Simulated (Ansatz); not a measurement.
# C: what the fields show

```
C
1.0
     2.42849   -2.43382    0.00000
     2.42849    2.43382    0.00000
     0.00000    0.00000    4.45922
C
6
Direct
  0.50000 0.50000 0.75000
  0.50000 0.50000 0.25000
  0.49983 0.19371 0.50000
  0.50017 0.80629 0.50000
  0.19371 0.49983 0.00000
  0.80629 0.50017 0.00000
```

Space group Cccm; a structure generated by program, which may or may not match a known phase.

These are results of DFT PBE, scalar-relativistic, plane waves, PAW in Ansatz 0.2.0, not measurements.

Core electrons are frozen (PAW), and the valence fields are smoothed inside the atomic spheres.

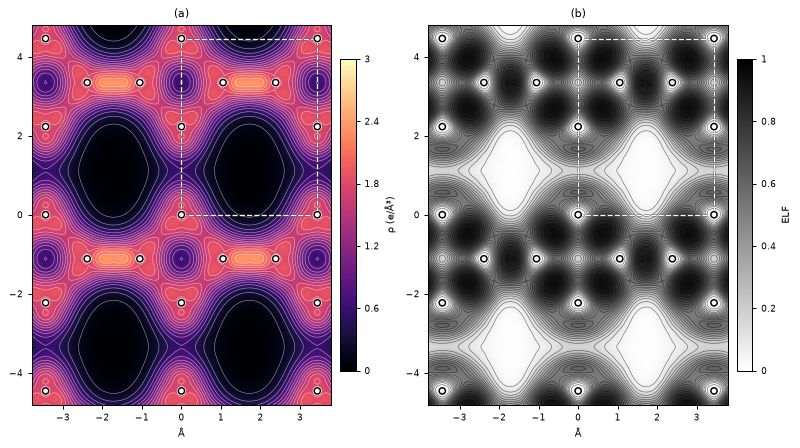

Figure 1. (a) valence pseudo-density; (b) ELF on the (100) plane of the standardised cell. Circles mark the nuclei in the plane (C).

**What do the fields say about this system?**

- The plane passes through C nuclei.
- C–C (1.33 Å): the density is about 2.3 e/Å³ at the midpoint; the ELF peaks at about 0.90 between the atoms (inside overlapping PAW spheres, so only a guide) (a short, multiple covalent bond).
- C–C (1.53 Å): the density is about 1.6 e/Å³ at the midpoint; the ELF peaks at about 0.95 between the atoms, as expected for a shared electron pair.
- Between the atoms the lowest density in this plane is 0.02 e/Å³.

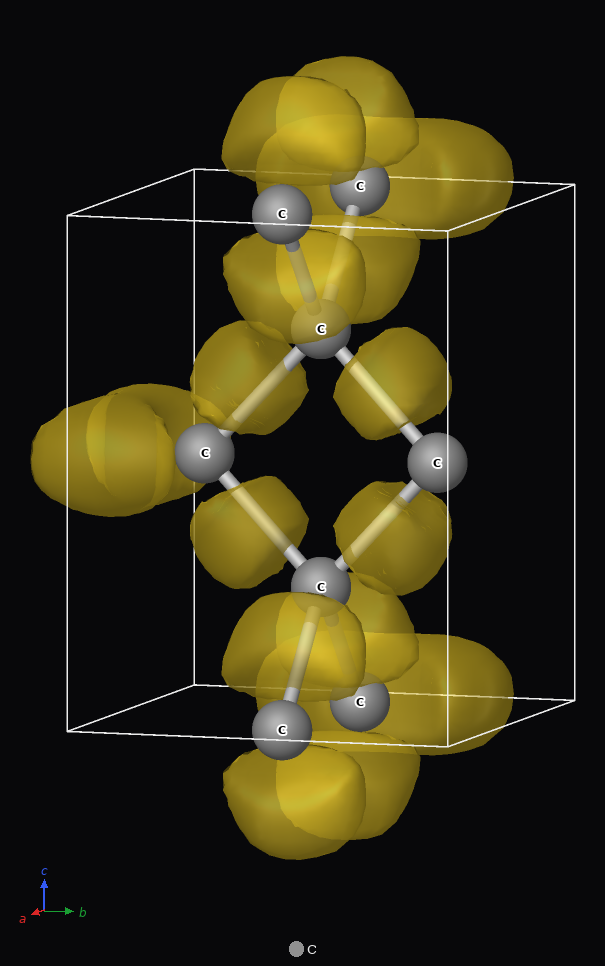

Figure 2. Isosurface of the electron localisation function at 0.7 (yellow), seen slightly off an axis. Only the valence region is drawn (cores and ρ < 0.01 e/Å³ removed). Sticks mark near contacts.

**What do the ELF domains correspond to?**

The surface consists of ten regions between bonded C–C atoms (shared pairs), counted in one cell of 6 atoms. Any copies at cell faces, edges or corners count once.

**Metal or insulator at this level of theory?**

It is gapped, with a Kohn–Sham gap of 0.67 eV on the k-point mesh (the band edges may lie off the mesh, which would make the gap smaller).
